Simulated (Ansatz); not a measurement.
# Calculations on Al4N3

Part 1: Relaxation

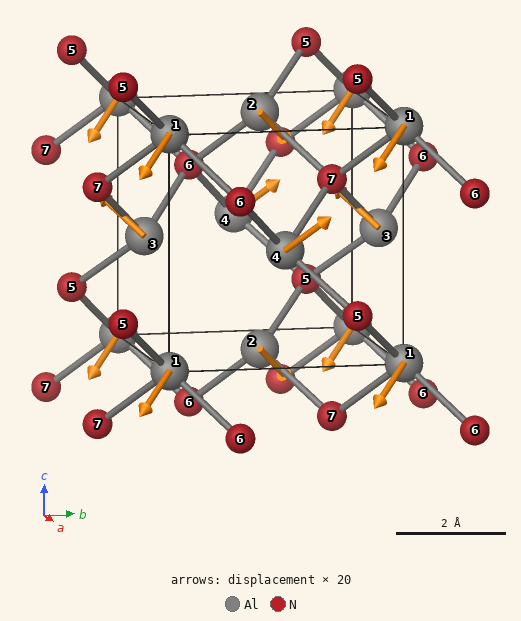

A relaxation of a defect cell of composition Al4N3 (cell charge +1). The starting structure is drawn; orange arrows show the displacements, magnified 20 times.

A ball-and-stick model of the cell of the calculation, reduced to other axes, seen slightly off an axis. Lengths and directions refer to the drawn axes.

Case: N vacancy (site c), charge +1, atoms relaxed at the host's cell.

Computed with DFT PBE, scalar-relativistic, plane waves, PAW in Ansatz 0.2.0. (plane-wave cutoff 420 eV; k-point mesh 3 × 3 × 3; occupations gaussian; smearing width 0.01 eV; no spin polarisation; atoms relaxed in a fixed cell; force threshold 0.025 eV/Å; at most 45 steps)

What did the optimiser do to the structure, and how much energy did it gain?

Over 2 geometry steps the energy falls by 0.165 eV per cell of the calculation. Largest force component: 0.76 eV/Å at the start, 0.00046 eV/Å at the end. The largest moves, 0.062 Å, are those of Al1, Al2, Al3 and Al4. Al4 goes along [1 1 1]. N stays in place. The cell doesn't change. Among the contacts that change: Al1–N5 1.915 → 1.895 Å. Among the angles between lasting bonds that change: Al1–N6–Al3 110.9° → 107.4°.

Limits of the set-up: the periodic images lie only 4.4 Å apart, so the values are limited by the cell's size; the cell is charged, on a uniform background, and energies carry no finite-size correction.

Part 2: Relaxation

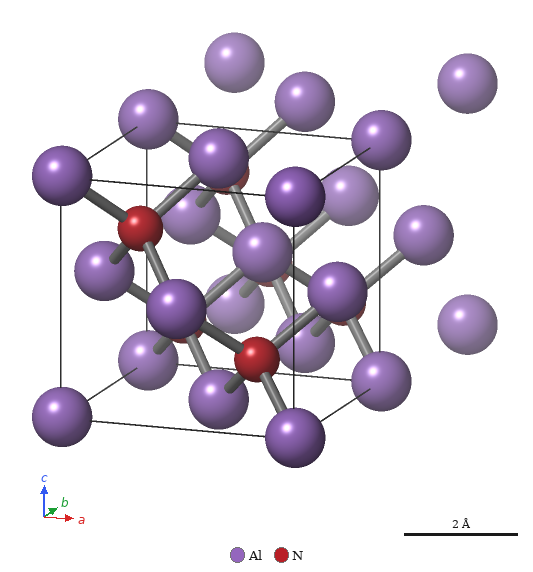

This is the input geometry for a relaxation of a defect cell of composition Al4N3 (cell charge +2). Style: ball-and-stick. Shown: the cell of the calculation, repeated 1 × 2 × 1 with one cell outlined, slightly off an axis.

Case: N vacancy (site c), charge +2, atoms relaxed at the host's cell.

Computed with DFT PBE, scalar-relativistic, plane waves, PAW (Ansatz).

Input file:
```yaml
crystal:
  lattice:
    - [0.0, -4.4031742015, 0.0]
    - [0.0, 0.0, -4.4031742015]
    - [4.4031742015, 0.0, 0.0]
  atoms:
    - { symbol: Al, position: [0.0047782829, 0.0047782829, 0.0047782829], spin: 0.25 }
    - { symbol: Al, position: [0.4952217171, 0.0047782829, 0.4952217171], spin: 0.25 }
    - { symbol: Al, position: [0.0047782829, 0.4952217171, 0.4952217171], spin: 0.25 }
    - { symbol: Al, position: [0.4952217171, 0.4952217171, 0.0047782829], spin: 0.25 }
    - { symbol: "N", position: [0.25, 0.75, 0.25] }
    - { symbol: "N", position: [0.75, 0.25, 0.25] }
    - { symbol: "N", position: [0.25, 0.25, 0.75] }
  host:
    lattice:
      - [0.0, 2.2015871008, 2.2015871008]
      - [2.2015871008, 0.0, 2.2015871008]
      - [2.2015871008, 2.2015871008, 0.0]
    atoms:
      - { symbol: Al, position: [0.0, 0.0, 0.0] }
      - { symbol: "N", position: [0.75, 0.75, 0.75] }
total_charge: 2
basis:
  ecutwfc: 420
  xc_grid: 2
kpoints:
  mp_grid: { grid: [3, 3, 3], shift: [0.0, 0.0, 0.0] }
hamiltonian:
  xc: pbe
scf:
  occupations: { method: gaussian, width: 0.01 }
output:
  forces: true
  stress: false
  eigenvalues: true
  populations: true
  charged_corrections:
    defect_position: [0.75, 0.75, 0.75]
    epsilon: [[8.6591, 0.0, 0.0], [0.0, 8.6591, 0.0], [0.0, 0.0, 8.6591]]
  write_density: true
  write_potential: true
  elf: true
  volumetric_format: npy
magnetization:
  spin_polarized: true
relax:
  adjacent_minimum: "off"
  f_tol: 0.025
  max_steps: 45
```

Command:
```bash
ansatz run input.yaml --threads 4 --pin off --max-ram 8192MiB --backend cpu --events-out ev --progress --plain --runs-dir out
```

### Where does the relaxation end?

The largest moves, 0.079 Å, are those of Al1, Al2, Al3 and Al4. Al1 goes along [1 1 1]. N stays in place. The cell doesn't change. Near-neighbour distances that change, for instance: Al1–N5 1.895 → 1.871 Å. Among the angles between lasting bonds that change: Al1–N6–Al3 107.4° → 102.8°, Al1–N6–Al2 110.5° → 112.9°, N5–Al2–N6 110.5° → 112.6°. After 2 accepted moves (3 points after the start) the energy has fallen by 0.277 eV per cell of the calculation. Largest force component: 1 eV/Å at the start, 0.0028 eV/Å at the end. 1 step only repeated the SCF at the same geometry. Cost: 2.7 s on 4 threads of Arm Neoverse V1, on a shared host, peak memory 0.33 GiB.

After the run, drawn alike:

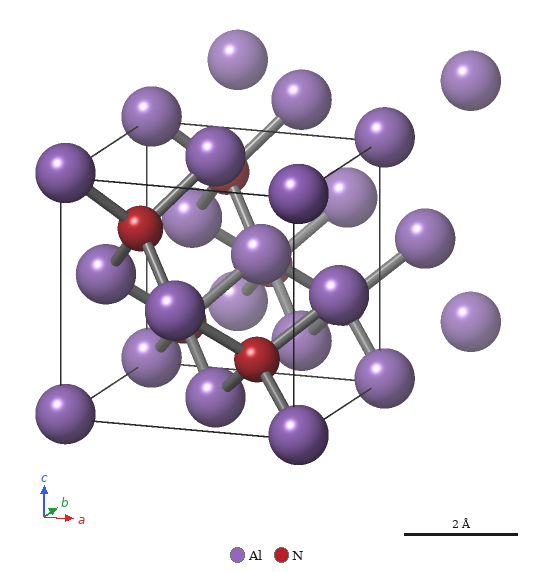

Limits of the set-up: the k-point mesh is coarse for a cell with partly filled bands; the periodic images lie only 4.4 Å apart, so the values are limited by the cell's size; the cell is charged, on a uniform background, and energies carry no finite-size correction.

Part 3: Defect

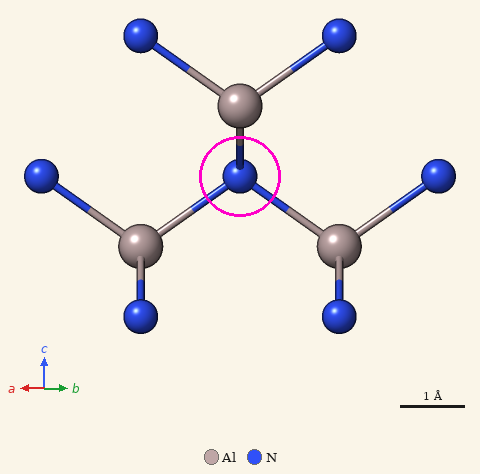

Perfect AlN. The picture is a ball-and-stick view of the atoms within 3.2 Å of one point, in a slice 3.4 Å thick across the line of sight, seen along [110].

Computed with DFT PBE, scalar-relativistic, plane waves, PAW in Ansatz. Set-up: plane-wave cutoff 420 eV; k-point mesh 3 × 3 × 3; occupations gaussian; smearing width 0.01 eV; collinear spin. The cell is small and the k-mesh coarse, so the numbers are rough. The axes drawn are those of the host's conventional cell.

A nitrogen atom is taken out (a vacancy) at the ringed place, in charge state 0. The supercell has 8 sites, and the atoms are relaxed at the host's cell.

> Predict the relaxed surroundings of the defect.

Around the empty N site the host had 4 Al at 1.91 Å; after relaxation the nearest atoms are 4 Al at 1.88 Å. Of the host's atoms, an aluminium atom moves furthest from its site, by 0.03 Å. Relaxing the atoms from the host's sites lowers the energy by 0.02 eV. At a tolerance of 0.02 Å the relaxed supercell has space group P-43m.

The relaxed defect, seen from the same direction:

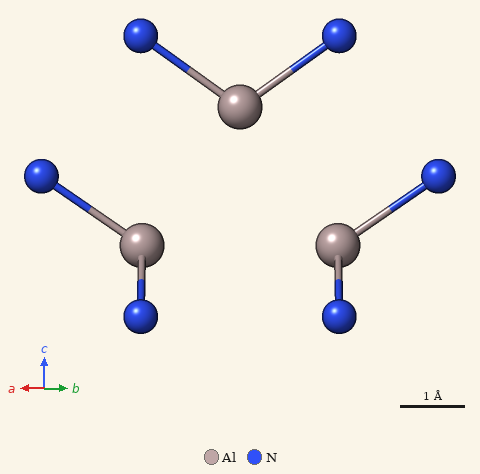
